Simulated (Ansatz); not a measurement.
**Ge: density, localisation and related maps**

The calculation's input:

```
crystal:
  lattice:
    - [4.0504045371, 0.0, 0.0]
    - [-2.0252022686, 3.5077532247, 0.0]
    - [0.0, 0.0, 10.993359]
  atoms:
    - { symbol: Ge, position: [0.0, 0.0, 0.977452] }
    - { symbol: Ge, position: [0.0, 0.0, 0.477452] }
    - { symbol: Ge, position: [0.33333333, 0.66666667, 0.914848] }
    - { symbol: Ge, position: [0.66666667, 0.33333333, 0.414848] }
basis:
  ecutwfc: 500
kpoints:
  mp_grid: { grid: [12, 12, 4] }
hamiltonian:
  xc: r2scan
scf:
  occupations: { method: gaussian, width: 0.1 }
output:
  forces: true
  stress: true
  eigenvalues: true
  write_density: true
  write_potential: true
  elf: true
  volumetric_format: npy
relax:
  adjacent_minimum: "off"
  f_tol: 0.005
  max_steps: 80
  cell: { stress_tol: 0.05 }
```

Run with:

```sh
ansatz run input.yaml --threads 2 --pin off --max-ram 5120MiB --backend cpu --events-out ev --progress --plain --runs-dir out
```

Below, planes, directions and counts refer to the conventional cell (a = 3.86 Å, b = 3.86 Å, c = 6.17 Å, α = 90.00°, β = 90.00°, γ = 120.00°).

The fields are those of the run's last geometry, not of the input's.

Space group P6₃mc; a structure from a database of computed crystals, not necessarily the ambient phase.

The calculation used DFT r2SCAN, scalar-relativistic, plane waves, PAW (Ansatz).

In a PAW calculation such maps are meaningful between the atoms, not at the nuclei.

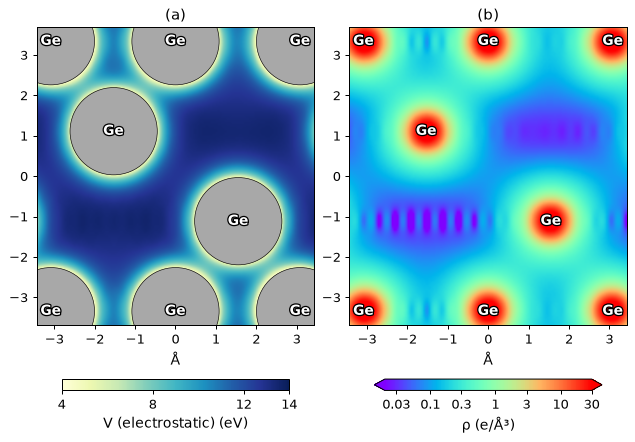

Figure 1. (a) electrostatic potential (local pseudopotential plus Hartree) felt by an electron; (b) valence electron density on the (110) plane of the conventional cell. Grey discs cover the atomic cores in the potential map.

Q: Interpret the plot.

A: The section cuts through Ge sites.
Ge–Ge (2.70 Å): ρ at the midpoint is about 0.32 e/Å³.
The density dies away to nearly zero in the voids.
Outside the cores the potential energy rises away from the atoms and is highest about 2.3 Å from the nearest atoms; its zero is arbitrary.

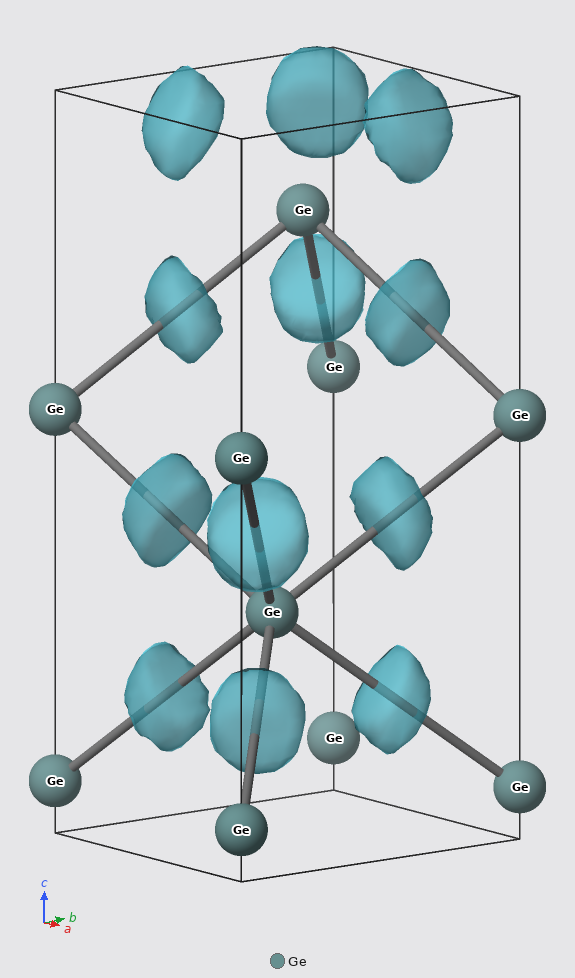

Figure 2. Isosurface of the electron localisation function at 0.55 (cyan), seen slightly off an axis. Core shells and regions of very low density are left out. Sticks mark near contacts.

Q: Where are the electrons localised?

A: The surface consists of twelve regions between bonded Ge–Ge atoms, counted in one cell of 4 atoms. Regions shared between cells count once.


Ge–Ge (2.70 Å): the ELF peaks at about 0.60 between the atoms.

Q: Metal or insulator at this level of theory?

A: It is gapless in this calculation (a metal or semimetal).
